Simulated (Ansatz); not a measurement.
## Run report: WS$_{2}$, single-point calculation

- system: WS$_{2}$ (P6₃/mmc, 6 atoms in the cell)
- method: DFT LDA, scalar-relativistic, plane waves, PAW, no spin polarisation (Ansatz 0.2.0)

The structure derives from an entry of the Crystallography Open Database. Figures and captions count atoms from 1; the log counts them from 0 in places.

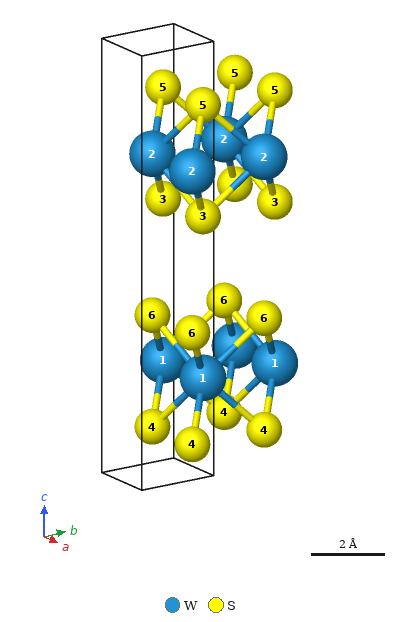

Figure 1. The input geometry (ball-and-stick view of the cell of the calculation, repeated 2 × 2 × 1, seen slightly off an axis; atoms are numbered from 1 in the order of the input). An atom can appear more than once, as a periodic image. Near neighbours in the periodic cell (some may lie outside the picture): W has 6 S at 2.39 Å; S has 3 W at 2.39 Å.

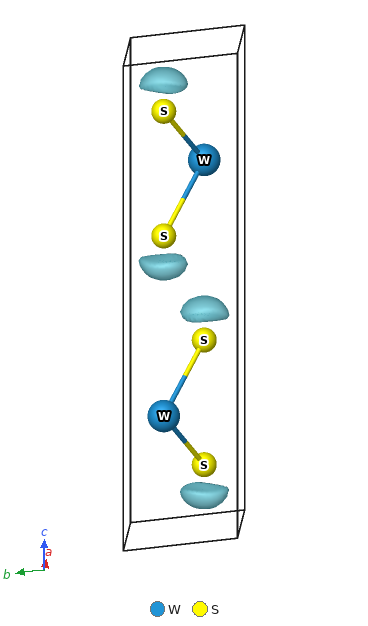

Figure 2. Isosurface of the ELF at 0.9 (cyan), seen at an oblique angle. Only the valence region is drawn (cores and ρ < 0.01 e/Å³ removed). Sticks mark near contacts. The outline is the cell set on symmetry axes. Along the contacts the grid gives the following. W–S (2.39 Å): the ELF is about 0.50 at the midpoint. The fields are those of the smooth PAW valence density.

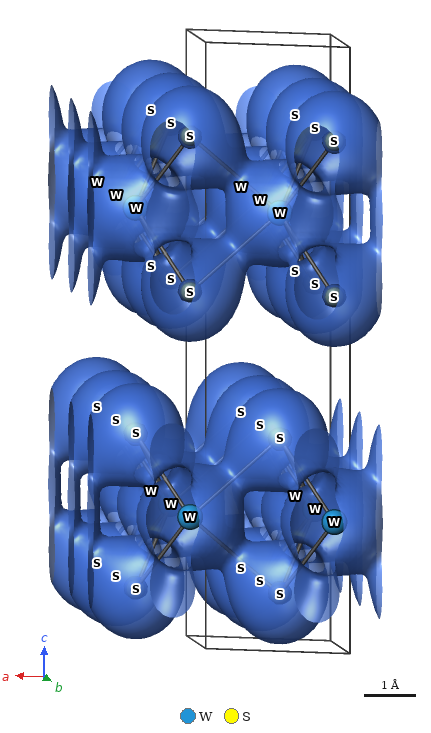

Figure 3. Isosurface of the valence charge density (pseudo) at 0.5 e/Å³ (blue), seen at an oblique angle. Sticks mark near contacts. The outline is the cell set on symmetry axes. At this value the density is joined into sheets; it holds about 70 % of the electrons treated as valence (semicore included). On the grid the lowest density along these lines, outside the cores, is 0.65 e/Å³ (W–S, 2.39 Å).

The input and output of the run follow.

**Input**
```yaml
crystal:
  lattice:
    - [3.1268885683, 0.0, 0.0]
    - [-1.5634442841, 2.7079649349, 0.0]
    - [0.0, 0.0, 12.1559714659]
  atoms:
    - { symbol: W, position: [0.3333333333, 0.6666666667, 0.25] }
    - { symbol: W, position: [0.6666666667, 0.3333333333, 0.75] }
    - { symbol: S, position: [0.3333333333, 0.6666666667, 0.6215153207] }
    - { symbol: S, position: [0.6666666667, 0.3333333333, 0.1215153207] }
    - { symbol: S, position: [0.3333333333, 0.6666666667, 0.8784846793] }
    - { symbol: S, position: [0.6666666667, 0.3333333333, 0.3784846793] }
basis:
  ecutwfc: 420
kpoints:
  mp_grid: { grid: [12, 12, 2] }
hamiltonian:
  xc: lda
scf:
  occupations: { method: gaussian, width: 0.05 }
output:
  forces: true
  stress: true
  eigenvalues: true
  write_density: true
  write_potential: true
  elf: true
  volumetric_format: npy
```

Run as:
```bash
ansatz run input.yaml --threads 2 --pin off --max-ram 5120MiB --backend cpu --events-out ev --progress --plain --runs-dir out
```

**Log**
```
Engine: ansatz 0.2.0, x86_64-unknown-linux-gnu
Pseudopotentials: kind: paw
Pseudopotential: W, paw, valence charge 14, recommended cutoff 420 eV (normal), W.paw.azcp
Pseudopotential: S, paw, valence charge 6, recommended cutoff 420 eV (normal), S.paw.azcp
Functional definition: SPW92
  exchange = slater_x
  correlation = pw_c
Crystal: 6 atoms, lattice volume = 102.931 Å³
Basis set: ecut = 420 eV, 2009 PW (Γ)
Bands: 32, of which v1, the nominal top of the filled ones, is band 26 counted from 1 (25 counted from 0)
Symmetry: 24 space group operations
Space group: P63/mmc (ITA 194), of the structure as read, at distance tolerance 4.7e-5 Å
k-points: 38 of 288
Non-local potential: W, projectors of the file, l = 0: 3, l = 1: 2, l = 2: 2, l = 3: 1
Non-local potential: S, projectors of the file, l = 0: 2, l = 1: 2, l = 2: 2
PAW form: soft (Blöchl's): semilocal exchange-correlation on the pseudo side does not see the compensation charge
PAW frozen core: W, regenerated for the run's functional, and the local potential with it (the file was generated under x = pbe(κ = 0.804, μ = 0.2195149727645171), c = pbe(β = 0.06672455060314922))
PAW frozen core: S, regenerated for the run's functional, and the local potential with it (the file was generated under x = pbe(κ = 0.804, μ = 0.2195149727645171), c = pbe(β = 0.06672455060314922))
PAW one-centre angular grid: W, 590 points (default); XC on 64 Gauss nodes
PAW one-centre angular grid: S, 110 points (default); XC on 64 Gauss nodes
Initial density: superposition of atomic densities (neutral atoms: chi_scale 0, normalization atom), corrected by the library's trained network
Initial wavefunctions: pseudopotential atomic-orbital guess
Functional: x = slater, c = lda
SCF iter   1: F=—  HF=-23743.405059 eV  |F-HF|=—  |Δ(HF+E_count)|=         —  Δρ=9.92e-3  dr2=1.48e-1  ethr=1.77e-3  ⟨swp⟩=6.2  Hψ=5668  notcnv=0
preconditioner: auto → Resta (q_TF=auto, 2.435 Å⁻¹)  ε∞=7.7  [insulator: Δε(μ)=0.842 eV  Ē_g=8.468 eV  σ=0.050 eV  W_gap=1.00  n_scr=26 (ndim 8)  ℏωp=22.0 eV  f_vac=0.012  D(μ)=0.00/eV (n_scr^D=0)  ε∞_Penn≈7.7]
SCF iter   2: F=—  HF=-23743.381554 eV  |F-HF|=—  |Δ(HF+E_count)|=   2.35e-2  Δρ=4.04e-3  dr2=7.70e-3  ethr=2.86e-4  ⟨swp⟩=2.5  Hψ=1836  notcnv=0  defer=56
SCF iter   3: F=—  HF=-23743.381083 eV  |F-HF|=—  |Δ(HF+E_count)|=   4.71e-4  Δρ=2.24e-3  dr2=2.62e-3  ethr=1.48e-5  ⟨swp⟩=2.1  Hψ=1498  notcnv=0  defer=56
SCF iter   4: F=—  HF=-23743.380912 eV  |F-HF|=—  |Δ(HF+E_count)|=   1.71e-4  Δρ=2.08e-4  dr2=1.23e-4  ethr=5.03e-6  ⟨swp⟩=2.3  Hψ=1712  notcnv=0  defer=56
SCF iter   5: F=—  HF=-23743.380903 eV  |F-HF|=—  |Δ(HF+E_count)|=   8.22e-6  Δρ=5.86e-5  dr2=5.69e-6  ethr=2.37e-7  ⟨swp⟩=2.0  Hψ=1559  notcnv=0  defer=56
SCF iter   6: F=—  HF=-23743.380898 eV  |F-HF|=—  |Δ(HF+E_count)|=   5.63e-6  Δρ=1.36e-5  dr2=2.33e-7  ethr=1.09e-8  ⟨swp⟩=2.0  Hψ=1717  notcnv=0  defer=56
SCF iter   7: F=-23743.380898 eV  HF=-23743.380898 eV  |F-HF|=7.49e-10  |Δ(HF+E_count)|=   3.83e-8  Δρ=2.17e-6  dr2=5.48e-9  ethr=1.92e-10  ⟨swp⟩=13.7  Hψ=9275  notcnv=0
SCF 1 converged in 7 iterations: F = -23743.380898 eV  dr2 = 5.48e-9
  greatest PAW one-centre occupation: 1.000 electrons in one spin orbital (limit 2), on the W atom at site 1 (counted from 0), in its partial waves of l = 0
SCF converged after 7 iterations
Free energy (F): -23743.380898 eV
Harris-Foulkes:  -23743.380898 eV  (|F-HF|=7.49e-10)
Internal energy: -23743.380898 eV  (E = F + TS)
E sigma→0 (E₀):  -23743.380898 eV
Fermi energy:    12.480851 eV
--- Per-component energies (eV) ---
  E_band       = -358.456093
  E_kinetic    = 1340.400377
  E_local      = -3425.197202  (includes V_loc(G=0)·N_el)
  E_nonlocal   = 130.612920
  E_hartree    = 1356.811539
  E_xc         = -919.684883
  E_vxc        = -834.692476  (∫ρ·V_xc dr)
  E_paw        = -18894.946808  (= ΣΔE_a)
  E_vpaw       = -283.200182  (= ΣTr[D̂ρ^β])
  E_aug_tail   = -0.000132  (compensation charges beyond the density's cutoff)
  E_ewald      = -3332.555806
  E_core_change = 1.179096  (= ΣΔE_core)
  E_smearing   = -0.000000  (= −TS)
  E_closure    = 0.000000  (closes the sum)
  Σ components = -23743.380898   (vs F -23743.380898, Δ=0.00e0)
--- Forces (eV/Å), atoms counted from 1 ---
  atom   1  W     -0.00000000     0.00000000     0.00000000
  atom   2  W      0.00000000    -0.00000000    -0.00000000
  atom   3  S     -0.00000000     0.00000000    -0.00241264
  atom   4  S      0.00000000    -0.00000000    -0.00241264
  atom   5  S     -0.00000000     0.00000000     0.00241264
  atom   6  S      0.00000000    -0.00000000     0.00241264
  max |Σ_I F_I| component: 1.16e-17 eV/Å
--- Stress (GPa, compression-positive) ---
        0.002709       0.000000      -0.000000
        0.000000       0.002709      -0.000000
       -0.000000      -0.000000       0.038227
  P = ⅓ Tr σ = 0.0145 GPa (0.145 kbar)
--- Band table (eV; the first three rows and the last of 38) ---
  k-point 0: bands = ["-62.4581", "-62.4581", "-26.7847", "-26.7846", "-26.5659", "-26.5659", "-26.5659", "-26.5659", "-3.7423", "-3.4734", "-2.1419", "-1.6225", "4.1695", "5.3583", "8.0015", "8.4677", "8.4677", "8.4827", "8.4827", "9.7520", "9.7520", "9.8125", "9.8125", "10.6159", "10.6571", "12.0630", "14.3704", "14.3704", "14.3802", "14.3802", "14.4483", "14.4483"]
  k-point 1: bands = ["-62.4581", "-62.4581", "-26.7847", "-26.7847", "-26.5659", "-26.5659", "-26.5659", "-26.5659", "-3.6245", "-3.6245", "-1.8712", "-1.8712", "4.6787", "4.6787", "8.4751", "8.4751", "8.4751", "8.4751", "9.0327", "9.0327", "9.7822", "9.7822", "9.7822", "9.7822", "11.7291", "11.7291", "14.3621", "14.3621", "14.3621", "14.3621", "14.5707", "14.5707"]
  k-point 2: bands = ["-62.4567", "-62.4567", "-26.7796", "-26.7795", "-26.5941", "-26.5941", "-26.5724", "-26.5724", "-3.6181", "-3.3490", "-2.0888", "-1.5850", "4.3164", "5.5045", "7.8218", "8.1535", "8.1795", "8.5876", "8.6096", "9.2850", "9.5559", "9.6221", "9.8206", "10.6815", "10.7842", "11.8207", "14.2561", "14.2651", "14.3164", "14.3202", "14.3898", "14.5679"]
  k-point 37: bands = ["-62.4334", "-62.4334", "-26.8705", "-26.8705", "-26.8300", "-26.8300", "-26.6980", "-26.6980", "-0.9119", "-0.9119", "-0.8794", "-0.8794", "5.3246", "5.3246", "5.7859", "5.7859", "6.7154", "6.7154", "7.1928", "7.1928", "8.2395", "8.2395", "8.8961", "8.8961", "11.3119", "11.3119", "13.3306", "13.3306", "14.5038", "14.5038", "15.4992", "15.4992"]
```

**Key numbers**

```csv
quantity,value
outcome,converged
space group (tolerance 0.01 Å),P6₃/mmc (194)
electrons treated,52
free energy,−23743.3809 eV
Fermi energy,12.481 eV
gap on the k-point mesh,0.84 eV
pressure,0.01 GPa
largest force (length of the vector),0.002 eV/Å
hardware,"2 threads of AMD EPYC (Zen 5), 32 GiB of memory available, shared host"
wall time,1.3 s (CPU time 2.4 s)
peak memory,0.47 GiB
```

**Notes**

Spin–orbit coupling is left out, which matters for W.
